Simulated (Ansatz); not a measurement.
Cs$_{2}$SnI$_{6}$

```xyz
36
Lattice="11.2826 0.0000 0.0000 0.0000 11.2826 0.0000 0.0000 0.0000 11.2826" Properties=species:S:1:pos:R:3 pbc="T T T"
Cs    2.8206    8.4619    8.4619
Cs    8.4619    2.8206    8.4619
Cs    8.4619    8.4619    2.8206
Cs    2.8206    2.8206    2.8206
Cs    2.8206    8.4619    2.8206
Cs    8.4619    2.8206    2.8206
Cs    8.4619    8.4619    8.4619
Cs    2.8206    2.8206    8.4619
Sn    0.0000    5.6413    5.6413
Sn    5.6413    0.0000    5.6413
Sn    5.6413    5.6413    0.0000
Sn    0.0000    0.0000    0.0000
I     2.7933    5.6413    0.0000
I     8.4346    0.0000    0.0000
I     8.4346    5.6413    5.6413
I     2.7933    0.0000    5.6413
I     0.0000    8.4346    0.0000
I     5.6413    2.7933    0.0000
I     5.6413    8.4346    5.6413
I     0.0000    2.7933    5.6413
I     5.6413    8.4892    0.0000
I     0.0000    2.8479    0.0000
I     0.0000    8.4892    5.6413
I     5.6413    2.8479    5.6413
I     8.4892    5.6413    0.0000
I     2.8479    0.0000    0.0000
I     2.8479    5.6413    5.6413
I     8.4892    0.0000    5.6413
I     0.0000    5.6413    2.7933
I     5.6413    0.0000    2.7933
I     5.6413    5.6413    8.4346
I     0.0000    0.0000    8.4346
I     0.0000    5.6413    8.4892
I     5.6413    0.0000    8.4892
I     5.6413    5.6413    2.8479
I     0.0000    0.0000    2.8479
```

Space group Fm-3m; a structure from a database of computed crystals, not necessarily the ambient phase.

Level of theory: DFT LDA, scalar-relativistic, plane waves, PAW (Ansatz 0.2.0).

**What can the converged valence pseudo-density and electron localisation function tell about the bonding?**

Sn–I (2.85 Å): ρ at the midpoint is about 0.37 e/Å³; the ELF peaks at about 0.70 in the valence shell of I, 1.2 Å from its nucleus, and is about 0.60 at the midpoint.
Cs–I (3.99 Å): the density is about 0.05 e/Å³ at the midpoint; the ELF peaks at about 0.80 in the valence shell of I, 1.3 Å from its nucleus, and drops to about 0.05 between the two atoms (no shared electron pair shows on this line).

**Does the calculation make it a metal, or give it a gap?**

It is metallic or semimetallic at this level of theory: no gap opens.

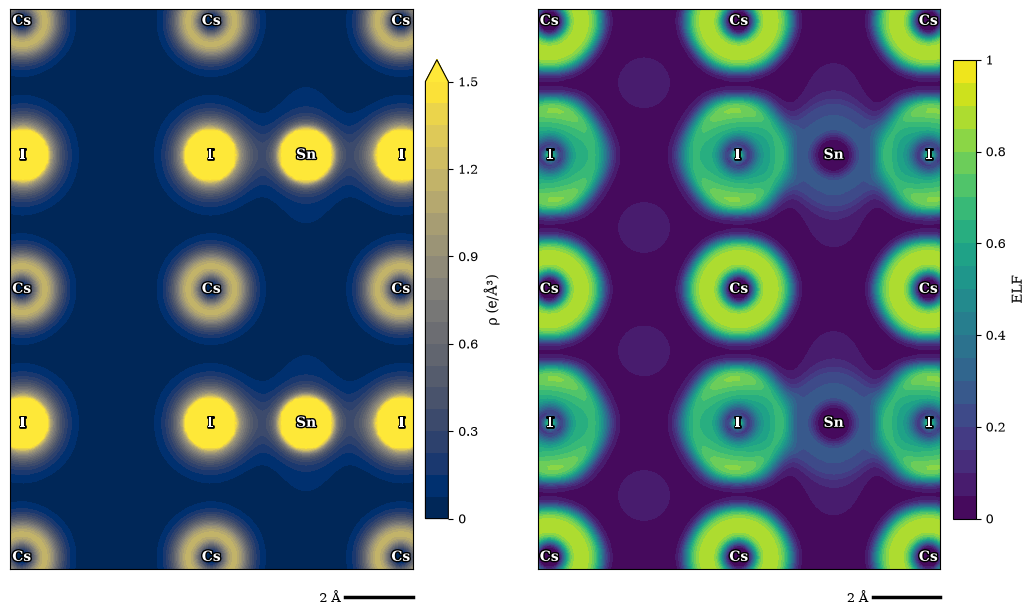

Computed valence pseudo-density and electron localisation function on the (101) plane of the conventional cell, in this order. 

The density is the valence pseudo-density of a PAW calculation; it isn't the true density close to the nuclei.
